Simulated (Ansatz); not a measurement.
**C: a changed input and its effect**

System: C (P-1, 4 atoms in the cell).
Method of run 1: DFT r2SCAN, scalar-relativistic, plane waves, PAW, no spin polarisation (Ansatz 0.2.0).

The structure derives from an entry of the Crystallography Open Database. Text and figures count atoms from 1; the logs count them from 0 in places.

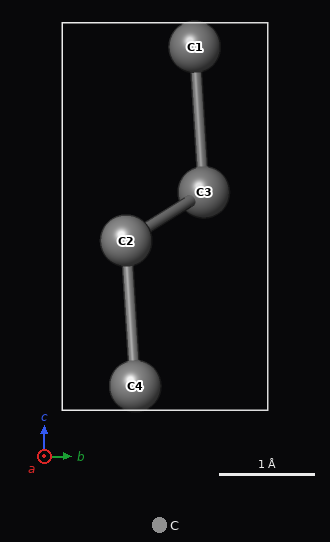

Figure 1. The structure (ball-and-stick view of the cell of the calculation, set on other vectors, along the a axis; atoms are numbered from 1 in the order of the input). An atom can appear more than once, as a periodic image. Near neighbours in the periodic cell (some may lie outside the picture): C has 4 C at 1.45 to 1.64 Å.

**Input file, run 1**
```yaml
crystal:
  lattice:
    - [2.5220988435, 0.0, 0.0]
    - [-1.2610494217, 2.1842016693, 0.0]
    - [0.0, 0.0, 4.1186]
  atoms:
    - { symbol: C, position: [0.3554449781, 0.682853514, 0.0625] }
    - { symbol: C, position: [0.6887783114, 0.3495201807, 0.5625] }
    - { symbol: C, position: [0.3112216886, 0.6504798193, 0.4375] }
    - { symbol: C, position: [0.6445550219, 0.317146486, 0.9375] }
basis:
  ecutwfc: 500
kpoints:
  mp_grid: { grid: [12, 12, 6] }
hamiltonian:
  xc: r2scan
scf:
  occupations: { method: gaussian, width: 0.05 }
output:
  forces: true
  stress: true
  eigenvalues: true
```

Command:
```bash
ansatz run input.yaml --threads 2 --pin off --max-ram 5120MiB --backend cpu --events-out ev --progress --plain --runs-dir out
```

Hardware: 2 threads of Arm Neoverse V2, 24 GiB of memory available, shared host.

**Output, shortened to warnings, some set-up lines, iterations and results (run 1)**
```
Basis set: ecut = 500 eV, 573 PW (Γ), exchange–correlation on 80×80×128 points (64 copies of the dense FFT grid, shifted against one another)
Symmetry: 2 space group operations
k-points: 436 of 864
Initial density: superposition of atomic densities (neutral atoms: chi_scale 0, normalization atom), corrected by the library's trained network
[...]
SCF iter   1: F=—  HF=-1005.601525 eV  |F-HF|=—  |Δ(HF+E_count)|=         —  Δρ=9.88e-3  dr2=7.46e-3  dr2_τ=7.67e-1  ethr=1.77e-3  ⟨swp⟩=6.1  Hψ=31494  notcnv=0
SCF iter   2: F=—  HF=-1005.711918 eV  |F-HF|=—  |Δ(HF+E_count)|=   1.10e-1  Δρ=5.89e-3  dr2=2.39e-3  dr2_τ=1.36e-4  ethr=4.66e-5  ⟨swp⟩=2.0  Hψ=13952  notcnv=0
SCF iter   3: F=—  HF=-1005.711965 eV  |F-HF|=—  |Δ(HF+E_count)|=   4.67e-5  Δρ=1.03e-3  dr2=7.86e-5  dr2_τ=1.77e-5  ethr=1.49e-5  ⟨swp⟩=2.0  Hψ=8721  notcnv=0
SCF iter   4: F=—  HF=-1005.711988 eV  |F-HF|=—  |Δ(HF+E_count)|=   2.33e-5  Δρ=1.51e-4  dr2=1.73e-6  dr2_τ=1.97e-7  ethr=4.91e-7  ⟨swp⟩=2.3  Hψ=8804  notcnv=0
SCF iter   5: F=—  HF=-1005.711990 eV  |F-HF|=—  |Δ(HF+E_count)|=   1.45e-6  Δρ=4.47e-5  dr2=3.31e-7  dr2_τ=3.78e-8  ethr=1.08e-8  ⟨swp⟩=2.3  Hψ=8065  notcnv=0
SCF iter   6: F=-1005.711990 eV  HF=-1005.711990 eV  |F-HF|=1.03e-8  |Δ(HF+E_count)|=   4.41e-8  Δρ=1.18e-5  dr2=9.35e-9  dr2_τ=1.80e-9  ethr=6.25e-10  ⟨swp⟩=6.0  Hψ=25752  …
SCF 1 converged in 6 iterations: F = -1005.711990 eV  dr2 = 9.35e-9
SCF converged after 6 iterations
Free energy (F): -1005.711990 eV
Harris-Foulkes:  -1005.711990 eV  (|F-HF|=1.03e-8)
Internal energy: -1005.711990 eV  (E = F + TS)
E sigma→0 (E₀):  -1005.711990 eV
Fermi energy:    15.846188 eV
--- Per-component energies (eV) ---
  E_band       = 60.356988
  E_kinetic    = 368.855238
  E_local      = -245.687995  (includes V_loc(G=0)·N_el)
  E_nonlocal   = 105.424672
  E_hartree    = 54.570903
  E_xc         = -191.796354
  E_vxc        = -265.068705  (∫ρ·V_xc dr)
  E_paw        = -402.920981  (= ΣΔE_a)
  E_vpaw       = -26.317620  (= ΣTr[D̂ρ^β])
  E_aug_tail   = 0.000018  (compensation charges beyond the density's cutoff)
  E_vtau       = 14.009420  (kinetic-family band-sum trace: ∫τ·v_τ [+ j·A + Jᵃ·Aᵃ] dr)
  E_ewald      = -694.058395
  E_core_change = -0.099095  (= ΣΔE_core)
  E_smearing   = -0.000000  (= −TS)
  E_closure    = 0.000000  (closes the sum)
  Σ components = -1005.711990   (vs F -1005.711990, Δ=0.00e0)
--- Forces (eV/Å), atoms counted from 1 ---
  atom   1  C     -2.21235823    -2.64716988     0.37282345
  atom   2  C     -3.08604367    -2.64967285     0.42275039
  atom   3  C      3.08604367     2.64967285    -0.42275039
  atom   4  C      2.21235823     2.64716988    -0.37282345
  max |Σ_I F_I| component: 4.44e-16 eV/Å
--- Stress (GPa, compression-positive) ---
       -5.037378       1.928205      -3.211335
        1.928205      -5.137915      -3.206278
       -3.211341      -3.206285      17.759397
  P = ⅓ Tr σ = 2.5280 GPa (25.280 kbar)
```

For run 2 the input was changed thus:
```diff
-    - { symbol: C, position: [0.3554449781, 0.682853514, 0.0625] }
-    - { symbol: C, position: [0.6887783114, 0.3495201807, 0.5625] }
-    - { symbol: C, position: [0.3112216886, 0.6504798193, 0.4375] }
-    - { symbol: C, position: [0.6445550219, 0.317146486, 0.9375] }
+    - { symbol: C, position: [0.3665008004, 0.6909469377, 0.0625] }
+    - { symbol: C, position: [0.6998341338, 0.3576136044, 0.5625] }
+    - { symbol: C, position: [0.3001658662, 0.6423863956, 0.4375] }
+    - { symbol: C, position: [0.6334991996, 0.3090530623, 0.9375] }
```

What does this change do to the results?

With the same functional and potentials, run 2 lies 116.5 meV per atom higher. The gap on the mesh goes from 2.61 to 1.83 eV. The pressure goes from 2.53 to 6.95 GPa. The largest force goes from 4.089 to 6.374 eV/Å. The number of SCF iterations is the same.

**Output, shortened to warnings, some set-up lines, iterations and results (run 2)**
```
Basis set: ecut = 500 eV, 573 PW (Γ), exchange–correlation on 80×80×128 points (64 copies of the dense FFT grid, shifted against one another)
Symmetry: 2 space group operations
k-points: 436 of 864
Initial density: superposition of atomic densities (neutral atoms: chi_scale 0, normalization atom), corrected by the library's trained network
[...]
SCF iter   1: F=—  HF=-1005.137804 eV  |F-HF|=—  |Δ(HF+E_count)|=         —  Δρ=1.00e-2  dr2=7.66e-3  dr2_τ=7.77e-1  ethr=1.77e-3  ⟨swp⟩=6.1  Hψ=31750  notcnv=0
SCF iter   2: F=—  HF=-1005.245863 eV  |F-HF|=—  |Δ(HF+E_count)|=   1.08e-1  Δρ=5.97e-3  dr2=2.45e-3  dr2_τ=1.42e-4  ethr=4.79e-5  ⟨swp⟩=2.0  Hψ=13952  notcnv=0
SCF iter   3: F=—  HF=-1005.245967 eV  |F-HF|=—  |Δ(HF+E_count)|=   1.04e-4  Δρ=1.03e-3  dr2=9.83e-5  dr2_τ=1.96e-5  ethr=1.53e-5  ⟨swp⟩=2.0  Hψ=8726  notcnv=0
SCF iter   4: F=—  HF=-1005.245981 eV  |F-HF|=—  |Δ(HF+E_count)|=   1.41e-5  Δρ=2.12e-4  dr2=5.67e-6  dr2_τ=7.36e-7  ethr=6.14e-7  ⟨swp⟩=2.3  Hψ=7971  notcnv=0
SCF iter   5: F=—  HF=-1005.245982 eV  |F-HF|=—  |Δ(HF+E_count)|=   5.00e-7  Δρ=6.84e-5  dr2=2.75e-7  dr2_τ=4.80e-8  ethr=3.54e-8  ⟨swp⟩=2.3  Hψ=7974  notcnv=0
SCF iter   6: F=-1005.245983 eV  HF=-1005.245983 eV  |F-HF|=1.56e-8  |Δ(HF+E_count)|=   5.42e-7  Δρ=1.27e-5  dr2=8.71e-9  dr2_τ=1.60e-9  ethr=6.25e-10  ⟨swp⟩=6.0  Hψ=26042  …
SCF 1 converged in 6 iterations: F = -1005.245983 eV  dr2 = 8.71e-9
SCF converged after 6 iterations
Free energy (F): -1005.245983 eV
Harris-Foulkes:  -1005.245983 eV  (|F-HF|=1.56e-8)
Internal energy: -1005.245983 eV  (E = F + TS)
E sigma→0 (E₀):  -1005.245983 eV
Fermi energy:    16.112201 eV
--- Per-component energies (eV) ---
  E_band       = 60.026483
  E_kinetic    = 369.370139
  E_local      = -247.327773  (includes V_loc(G=0)·N_el)
  E_nonlocal   = 105.794884
  E_hartree    = 54.846730
  E_xc         = -191.824413
  E_vxc        = -265.145281  (∫ρ·V_xc dr)
  E_paw        = -402.994038  (= ΣΔE_a)
  E_vpaw       = -26.398438  (= ΣTr[D̂ρ^β])
  E_aug_tail   = 0.000019  (compensation charges beyond the density's cutoff)
  E_vtau       = 14.039349  (kinetic-family band-sum trace: ∫τ·v_τ [+ j·A + Jᵃ·Aᵃ] dr)
  E_ewald      = -693.012435
  E_core_change = -0.099095  (= ΣΔE_core)
  E_smearing   = -0.000000  (= −TS)
  E_closure    = -0.000000  (closes the sum)
  Σ components = -1005.245983   (vs F -1005.245983, Δ=0.00e0)
--- Forces (eV/Å), atoms counted from 1 ---
  atom   1  C     -2.94550164    -3.92523240     0.73663837
  atom   2  C     -4.92962579    -3.93802405     0.90791629
  atom   3  C      4.92962579     3.93802405    -0.90791629
  atom   4  C      2.94550164     3.92523240    -0.73663837
  max |Σ_I F_I| component: 4.44e-16 eV/Å
--- Stress (GPa, compression-positive) ---
        1.098340       4.503053      -4.972609
        4.503053       0.589244      -4.933943
       -4.972615      -4.933949      19.167617
  P = ⅓ Tr σ = 6.9517 GPa (69.517 kbar)
```

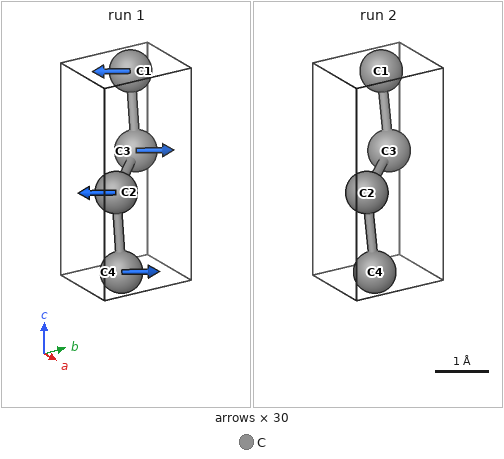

Figure 2. The two input geometries at one scale (ball-and-stick view of the cell of the calculation, set on other vectors, seen slightly off an axis). The blue arrows on the first give the shifts of the atoms relative to the cell, with their mean removed, magnified 30 times. The largest moves, 0.025 Å, are those of C1, C2, C3 and C4. (The mean shift of all atoms is removed.) The lattice vectors keep their values. Among the contacts that change: C1–C4 1.636 → 1.682 Å, C2–C3 1.454 → 1.409 Å, C1–C3 1.548 → 1.552 Å.

**The two runs side by side**

```tsv
quantity	run 1	run 2
outcome	converged	converged
free energy per atom (eV)	−251.4280	−251.3115
gap on the mesh (eV)	2.61	1.83
pressure (GPa)	2.53	6.95
largest force (eV/Å)	4.089	6.374
SCF iterations	6	6
irreducible k-points	436	436
plane waves at Γ	573	573
wall time (shared host)	5.7 s	5.7 s
```
